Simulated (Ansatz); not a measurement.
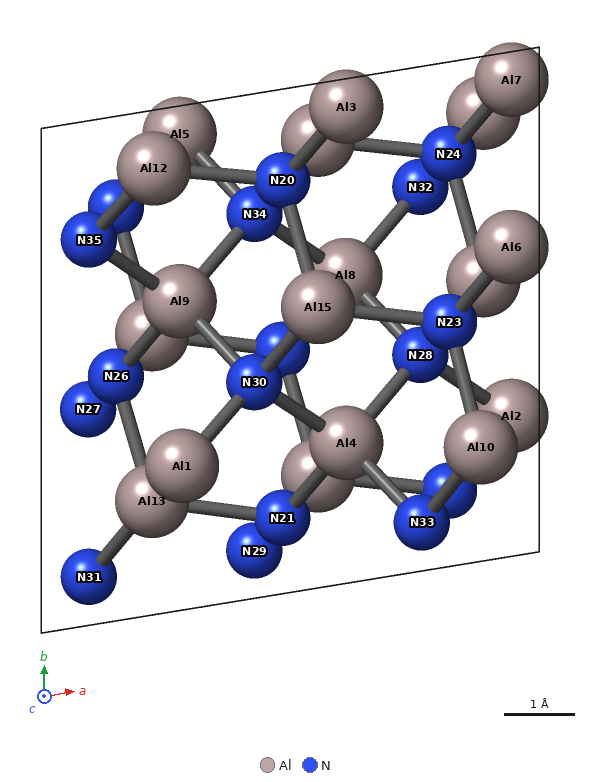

*The starting structure (ball-and-stick view of the cell of the calculation, along the c axis; atoms are numbered from 1 in the order of the input).*

Run report: Al₁₈N₁₇ (charge +3), geometry relaxation (part 1 of 4)

The run: geometry relaxation of Al₁₈N₁₇ (defect cell, 35 atoms in the cell, total charge +3). Method and program: DFT PBE, scalar-relativistic, plane waves, PAW, spin-polarised (Ansatz 0.2.0).

The structure derives from a Materials Project entry. It belongs to a series of runs on one base structure; here: V_N, charge +3, atoms relaxed at the host's cell. Figures and captions count atoms from 1; the log counts them from 0 in places.

Input file
```yaml
crystal:
  lattice:
    - [4.6953054387, -2.710835859, -5.0180193796]
    - [-4.6953054387, -2.710835859, -5.0180193796]
    - [0.0, 5.4216717179, -5.0180193796]
  atoms:
    - { symbol: Al, position: [0.2824563657, 0.2860862498, 0.9465367714], spin: 0.5 }
    - { symbol: Al, position: [0.94382658, 0.2784791134, 0.2786535529] }
    - { symbol: Al, position: [0.6122728397, 0.944587285, 0.9441236903] }
    - { symbol: Al, position: [0.6122640734, 0.2784770115, 0.610245134] }
    - { symbol: Al, position: [0.2777452918, 0.9445768427, 0.2786615702] }
    - { symbol: Al, position: [0.9438451157, 0.6130060763, 0.9441223722] }
    - { symbol: Al, position: [0.9441049214, 0.9448464719, 0.6104925694] }
    - { symbol: Al, position: [0.6106616079, 0.6113977295, 0.2770394077] }
    - { symbol: Al, position: [0.2777384556, 0.6129961744, 0.6102404237] }
    - { symbol: Al, position: [0.8827690668, 0.2260085808, 0.8910924282], spin: 0.5 }
    - { symbol: Al, position: [0.5560178652, 0.2231142408, 0.2223957343] }
    - { symbol: Al, position: [0.2259624893, 0.8845754497, 0.8912824784], spin: 0.5 }
    - { symbol: Al, position: [0.2227230034, 0.226147516, 0.5482068321], spin: 0.5 }
    - { symbol: Al, position: [0.887641971, 0.8883888481, 0.2221379024] }
    - { symbol: Al, position: [0.5560182041, 0.5567400195, 0.8887869699] }
    - { symbol: Al, position: [0.5557403347, 0.888382324, 0.5540437897] }
    - { symbol: Al, position: [0.2223773792, 0.5567426799, 0.22239517] }
    - { symbol: Al, position: [0.8876393165, 0.5564725983, 0.5540462924] }
    - { symbol: "N", position: [0.8186763222, 0.1505536635, 0.1502345208] }
    - { symbol: "N", position: [0.4838411528, 0.8194056146, 0.8162124552] }
    - { symbol: "N", position: [0.4838432652, 0.1505522666, 0.4850636702] }
    - { symbol: "N", position: [0.1498205314, 0.8194106239, 0.1502436016] }
    - { symbol: "N", position: [0.8186811964, 0.484569595, 0.8162115123] }
    - { symbol: "N", position: [0.8173075431, 0.818044568, 0.4837000381] }
    - { symbol: "N", position: [0.4829402888, 0.4836745413, 0.1493362409] }
    - { symbol: "N", position: [0.1498131462, 0.4845921591, 0.4850611937] }
    - { symbol: "N", position: [0.0940778887, 0.4284596671, 0.0941049274] }
    - { symbol: "N", position: [0.7611213909, 0.4288236957, 0.4275184432] }
    - { symbol: "N", position: [0.427714287, 0.0948248968, 0.0940993147] }
    - { symbol: "N", position: [0.4277034879, 0.4284436312, 0.7604927643] }
    - { symbol: "N", position: [0.0954912388, 0.0962301156, 0.430288019] }
    - { symbol: "N", position: [0.7611300169, 0.7618670184, 0.0944760746] }
    - { symbol: "N", position: [0.7639216194, 0.0962253498, 0.7618671829] }
    - { symbol: "N", position: [0.4280861567, 0.7618638137, 0.4275178931] }
    - { symbol: "N", position: [0.0954918845, 0.7646637312, 0.7618725247] }
  host:
    lattice:
      - [3.1302036258, 0.0, 0.0]
      - [-1.5651018129, 2.710835859, 0.0]
      - [0.0, 0.0, 5.0180193796]
    atoms:
      - { symbol: Al, position: [0.6666666667, 0.3333333333, 0.4992349487] }
      - { symbol: Al, position: [0.3333333333, 0.6666666667, 0.9992349487] }
      - { symbol: "N", position: [0.6666666667, 0.3333333333, 0.8807650513] }
      - { symbol: "N", position: [0.3333333333, 0.6666666667, 0.3807650513] }
total_charge: 3
basis:
  ecutwfc: 420
  xc_grid: 2
kpoints:
  mp_grid: { grid: [2, 2, 2], shift: [0.5, 0.5, 0.5] }
hamiltonian:
  xc: pbe
scf:
  occupations: { method: gaussian, width: 0.02 }
  lower_state_search: "off"
output:
  forces: true
  stress: false
  eigenvalues: true
  populations: true
  charged_corrections:
    defect_position: [0.15085609, 0.15085609, 0.81752276]
    epsilon: [[8.2882, 0.0, 0.0], [0.0, 8.2882, 0.0], [0.0, 0.0, 9.8362]]
  write_density: true
  write_potential: true
  elf: true
  volumetric_format: npy
magnetization:
  spin_polarized: true
relax:
  adjacent_minimum: "off"
  f_tol: 0.03
  max_steps: 40
```

Launched with:
```bash
ansatz run input.yaml --threads 8 --pin off --max-ram 16384MiB --backend cpu --events-out ev --progress --plain --runs-dir out
```

Log
```
Engine: ansatz 0.2.0, aarch64-unknown-linux-gnu
Pseudopotentials: kind: paw
Pseudopotential: Al, paw, valence charge 3, recommended cutoff 420 eV (normal), Al.paw.azcp
Pseudopotential: N, paw, valence charge 5, recommended cutoff 420 eV (normal), N.paw.azcp
Functional definition: PBE
  parameter kappa = 0.804
  parameter beta = 0.06672455060314922
  exchange = pbe_x(kappa = kappa, mu = beta*pi^2/3)
  correlation = pbe_c(beta = beta)
Crystal: 35 atoms, lattice volume = 383.222 Å³
Basis set: ecut = 420 eV, 7511 PW (Γ), exchange–correlation on 100×100×100 points (8 copies of the dense FFT grid, shifted against one another)
Bands: 104, of which v1, the nominal top of the filled ones, is band 68 counted from 1 (67 counted from 0)
Symmetry: 1 space group operations
Space group: P1 (ITA 1), of the structure as read, at distance tolerance 7.3e-5 Å
Magnetic group: BNS 1.1 (UNI 1), of the structure as read, at distance tolerance 7.3e-5 Å
k-points: 4 of 8 (time reversal used)
Non-local potential: Al, projectors of the file, l = 0: 2, l = 1: 2, l = 2: 1
Non-local potential: N, projectors of the file, l = 0: 2, l = 1: 2, l = 2: 1
PAW form: soft (Blöchl's): semilocal exchange-correlation on the pseudo side does not see the compensation charge
PAW one-centre angular grid: Al, 110 points (default); XC on 64 Gauss nodes
PAW one-centre angular grid: N, 110 points (default); XC on 64 Gauss nodes
Initial density: superposition of atomic densities (chi_scale 0.1, normalization cell, long waves kept (reshape's long-wave potential 0.15 eV rms))
Starting moments: Σ|m| = 2 μB on 4 of 35 sites
Initial wavefunctions: pseudopotential atomic-orbital guess
Functional: x = pbe(κ = 0.804, μ = 0.2195149727645171), c = pbe(β = 0.06672455060314922)
SCF iter   1: F=—  HF=-16308.317379 eV  |F-HF|=—  |Δ(HF+E_count)|=         —  Δρ=8.10e-2 (↑8.05e-2 ↓8.10e-2)  dr2=1.34e2  dr2_m=6.93e-2  M=0.000 μB ∫|m|=0.326 μB  β_m=0.30  ethr=3.10e-3  ⟨swp⟩=6.1  Hψ=3390  notcnv=0  defer=119
preconditioner: auto → Resta (q_TF=auto, 2.296 Å⁻¹)  ε∞=3.5  [insulator: Δε(μ)=3.204 eV  Ē_g=14.069 eV  σ=0.020 eV  W_gap=1.00  n_scr=86 (ndim 8)  ℏωp=22.1 eV  f_vac=0.000  D(μ)=0.00/eV (n_scr^D=0)  ε∞_Penn≈3.5]
spin=Collinear: Resta preconditioning applied to the charge; magnetization (m = ρ↑ − ρ↓) channel mixes plain (no charge-response kernel on spin).
SCF iter   2: F=—  HF=-16277.562281 eV  |F-HF|=—  |Δ(HF+E_count)|=    3.08e1  Δρ=3.51e-2 (↑3.50e-2 ↓3.51e-2)  dr2=2.84e1  dr2_m=3.32e-2  M=0.000 μB ∫|m|=0.338 μB  β_m=0.30  ethr=3.10e-3  ⟨swp⟩=3.0  Hψ=1568  notcnv=0  defer=256
SCF iter   3: F=—  HF=-16270.980641 eV  |F-HF|=—  |Δ(HF+E_count)|=    6.58e0  Δρ=1.92e-2 (↑1.90e-2 ↓1.92e-2)  dr2=3.81e0  dr2_m=1.69e-2  M=0.510 μB ∫|m|=0.652 μB  β_m=0.30  ethr=3.10e-3  ⟨swp⟩=3.0  Hψ=1277  notcnv=0  defer=256
SCF iter   4: F=—  HF=-16270.784233 eV  |F-HF|=—  |Δ(HF+E_count)|=   1.96e-1  Δρ=1.31e-2 (↑1.31e-2 ↓1.29e-2)  dr2=2.13e0  dr2_m=1.12e-2  M=0.002 μB ∫|m|=0.301 μB  β_m=0.30  ethr=2.80e-3  ⟨swp⟩=3.0  Hψ=1011  notcnv=0  defer=244
SCF iter   5: F=—  HF=-16270.579476 eV  |F-HF|=—  |Δ(HF+E_count)|=   2.05e-1  Δρ=2.66e-3 (↑2.66e-3 ↓2.48e-3)  dr2=1.16e-1  dr2_m=4.83e-3  M=0.397 μB ∫|m|=0.432 μB  β_m=0.30  ethr=1.57e-3  ⟨swp⟩=2.0  Hψ=631  notcnv=0  defer=244
SCF iter   6: F=—  HF=-16270.607253 eV  |F-HF|=—  |Δ(HF+E_count)|=   2.78e-2  Δρ=3.26e-3 (↑3.26e-3 ↓1.49e-3)  dr2=8.97e-2  dr2_m=1.18e-2  M=0.555 μB ∫|m|=0.766 μB  β_m=0.30  ethr=8.55e-5  ⟨swp⟩=3.6  Hψ=1177  notcnv=0  defer=244
SCF iter   7: F=—  HF=-16270.624393 eV  |F-HF|=—  |Δ(HF+E_count)|=   1.71e-2  Δρ=1.51e-3 (↑1.51e-3 ↓1.37e-3)  dr2=6.39e-2  dr2_m=1.64e-3  M=0.411 μB ∫|m|=0.474 μB  β_m=0.30  ethr=6.59e-5  ⟨swp⟩=3.5  Hψ=1063  notcnv=0  defer=244
SCF iter   8: F=—  HF=-16270.623529 eV  |F-HF|=—  |Δ(HF+E_count)|=   8.64e-4  Δρ=1.00e-3 (↑7.50e-4 ↓1.00e-3)  dr2=9.44e-3  dr2_m=1.93e-3  M=0.471 μB ∫|m|=0.578 μB  β_m=1.00  ethr=4.70e-5  ⟨swp⟩=1.0  Hψ=960  notcnv=0  defer=244
SCF iter   9: F=—  HF=-16270.635864 eV  |F-HF|=—  |Δ(HF+E_count)|=   1.23e-2  Δρ=1.79e-3 (↑1.79e-3 ↓4.90e-4)  dr2=2.20e-2  dr2_m=4.08e-3  M=0.546 μB ∫|m|=0.835 μB  β_m=1.00  ethr=6.94e-6  ⟨swp⟩=2.0  Hψ=1028  notcnv=0  defer=246
SCF iter  10: F=—  HF=-16270.647693 eV  |F-HF|=—  |Δ(HF+E_count)|=   1.18e-2  Δρ=2.00e-3 (↑2.00e-3 ↓2.98e-4)  dr2=4.38e-2  dr2_m=3.39e-3  M=0.497 μB ∫|m|=1.041 μB  β_m=1.00  ethr=6.94e-6  ⟨swp⟩=2.5  Hψ=1038  notcnv=0  defer=246
SCF iter  11: F=—  HF=-16270.652566 eV  |F-HF|=—  |Δ(HF+E_count)|=   4.87e-3  Δρ=1.74e-3 (↑1.74e-3 ↓5.55e-4)  dr2=4.94e-2  dr2_m=1.97e-3  M=0.424 μB ∫|m|=1.169 μB  β_m=1.00  ethr=6.94e-6  ⟨swp⟩=2.0  Hψ=1022  notcnv=0  defer=246
SCF iter  12: F=—  HF=-16270.654925 eV  |F-HF|=—  |Δ(HF+E_count)|=   2.36e-3  Δρ=1.62e-3 (↑1.62e-3 ↓7.40e-4)  dr2=5.48e-2  dr2_m=1.44e-3  M=0.323 μB ∫|m|=1.263 μB  β_m=1.00  ethr=6.94e-6  ⟨swp⟩=2.0  Hψ=806  notcnv=0  defer=246
SCF iter  13: F=—  HF=-16270.666469 eV  |F-HF|=—  |Δ(HF+E_count)|=   1.15e-2  Δρ=2.20e-3 (↑2.20e-3 ↓1.06e-3)  dr2=1.10e-1  dr2_m=1.89e-3  M=0.192 μB ∫|m|=1.374 μB  β_m=0.30  ethr=6.94e-6  ⟨swp⟩=2.0  Hψ=945  notcnv=0  defer=246
Mixer restart at iter 13: flushing history
spin-set hold released at iteration 13 (site moments contracting): the magnetisation degrees of freedom join the quasi-Newton model from the next iteration; the mixer history was flushed
SCF iter  14: F=—  HF=-16270.650328 eV  |F-HF|=—  |Δ(HF+E_count)|=   1.61e-2  Δρ=9.96e-4 (↑9.96e-4 ↓7.69e-4)  dr2=1.72e-2  dr2_m=7.94e-4  M=0.164 μB ∫|m|=1.333 μB  β_m=0.37  ethr=6.94e-6  ⟨swp⟩=2.5  Hψ=1163  notcnv=0  defer=247
SCF iter  15: F=—  HF=-16270.648314 eV  |F-HF|=—  |Δ(HF+E_count)|=   2.01e-3  Δρ=6.82e-4 (↑5.29e-4 ↓6.82e-4)  dr2=2.79e-3  dr2_m=8.28e-4  M=0.069 μB ∫|m|=1.276 μB  β_m=0.45  ethr=6.94e-6  ⟨swp⟩=2.0  Hψ=883  notcnv=0  defer=250
SCF iter  16: F=—  HF=-16270.648768 eV  |F-HF|=—  |Δ(HF+E_count)|=   4.54e-4  Δρ=5.24e-4 (↑5.24e-4 ↓3.48e-4)  dr2=1.78e-3  dr2_m=4.72e-4  M=0.058 μB ∫|m|=1.328 μB  β_m=0.54  ethr=2.05e-6  ⟨swp⟩=2.0  Hψ=1012  notcnv=0  defer=250
SCF iter  17: F=—  HF=-16270.649128 eV  |F-HF|=—  |Δ(HF+E_count)|=   3.61e-4  Δρ=2.44e-4 (↑2.07e-4 ↓2.44e-4)  dr2=5.05e-4  dr2_m=1.11e-4  M=0.013 μB ∫|m|=1.308 μB  β_m=0.53  ethr=1.31e-6  ⟨swp⟩=2.1  Hψ=954  notcnv=0  defer=250
SCF iter  18: F=—  HF=-16270.649217 eV  |F-HF|=—  |Δ(HF+E_count)|=   8.86e-5  Δρ=1.37e-4 (↑1.37e-4 ↓1.04e-4)  dr2=2.72e-4  dr2_m=3.12e-5  M=0.008 μB ∫|m|=1.310 μB  β_m=0.53  ethr=3.72e-7  ⟨swp⟩=2.0  Hψ=978  notcnv=0  defer=250
iter 19 did not close the SCF: its close was put off for a magnetic moment that had not settled (scf_convergence_deferred on its scf_iter line)
SCF iter  19: F=-16270.649230 eV  HF=-16270.649235 eV  |F-HF|=4.74e-6  |Δ(HF+E_count)|=   1.77e-5  Δρ=5.27e-5 (↑5.27e-5 ↓3.40e-5)  dr2=1.95e-5  dr2_m=4.98e-6  M=0.007 μB ∫|m|=1.317 μB  β_m=0.63  ethr=1.65e-8  ⟨swp⟩=19.6  Hψ=7830  notcnv=0
iter 20 did not close the SCF: its close was put off for a magnetic moment that had not settled (scf_convergence_deferred on its scf_iter line)
SCF iter  20: F=-16270.649240 eV  HF=-16270.649246 eV  |F-HF|=5.65e-6  |Δ(HF+E_count)|=   1.09e-5  Δρ=3.54e-5 (↑3.54e-5 ↓1.71e-5)  dr2=1.05e-5  dr2_m=1.54e-6  M=0.006 μB ∫|m|=1.316 μB  β_m=0.57  ethr=1.43e-8  ⟨swp⟩=8.1  Hψ=5139  notcnv=0
iter 21 did not close the SCF: its close was put off for a magnetic moment that had not settled (scf_convergence_deferred on its scf_iter line)
SCF iter  21: F=-16270.649247 eV  HF=-16270.649248 eV  |F-HF|=1.29e-6  |Δ(HF+E_count)|=   2.22e-6  Δρ=1.81e-5 (↑1.81e-5 ↓8.12e-6)  dr2=2.93e-6  dr2_m=4.70e-7  M=0.006 μB ∫|m|=1.316 μB  β_m=0.60  ethr=7.74e-9  ⟨swp⟩=7.6  Hψ=4620  notcnv=0
iter 22 did not close the SCF: its close was put off for a magnetic moment that had not settled (scf_convergence_deferred on its scf_iter line)
SCF iter  22: F=-16270.649249 eV  HF=-16270.649249 eV  |F-HF|=5.92e-8  |Δ(HF+E_count)|=   1.12e-6  Δρ=5.67e-6 (↑5.67e-6 ↓3.06e-6)  dr2=2.29e-7  dr2_m=4.97e-8  M=0.006 μB ∫|m|=1.316 μB  β_m=0.61  ethr=2.16e-9  ⟨swp⟩=6.8  Hψ=4641  notcnv=0
SCF iter  23: F=-16270.649249 eV  HF=-16270.649249 eV  |F-HF|=1.52e-8  |Δ(HF+E_count)|=   1.23e-7  Δρ=2.95e-6 (↑2.95e-6 ↓1.57e-6)  dr2=5.92e-8  dr2_m=1.42e-8  M=0.006 μB ∫|m|=1.315 μB  ethr=1.68e-10  ⟨swp⟩=5.5  Hψ=4092  notcnv=0
SCF 1 converged in 23 iterations: F = -16270.649249 eV  dr2 = 5.92e-8
  greatest PAW one-centre occupation: 0.790 electrons in one spin orbital (limit 2), on the N atom at site 29 (counted from 0), in its partial waves of l = 0
relax step   1: F+E_penalty+E_count = -16270.64924909 eV  Δ(F+E_penalty+E_count) = +0.000e0 eV  max|allowed force component| = 1.929e0 eV/Å  Δτ_max = 0.0000 Å  (23 SCF iters, dr2 threshold 2.25e-5 eV, accepted)
Initial density: handed on by an earlier stage of this run
Starting moments: Σ|m| = 2 μB on 4 of 35 sites; this step starts from the density that it was given
Initial wavefunctions: those handed on with the density
iter 1 solved again at ethr=1.18e-3 eV; its pass at ethr=3.10e-3 eV (dr2=1.61e0 eV) is discarded
```
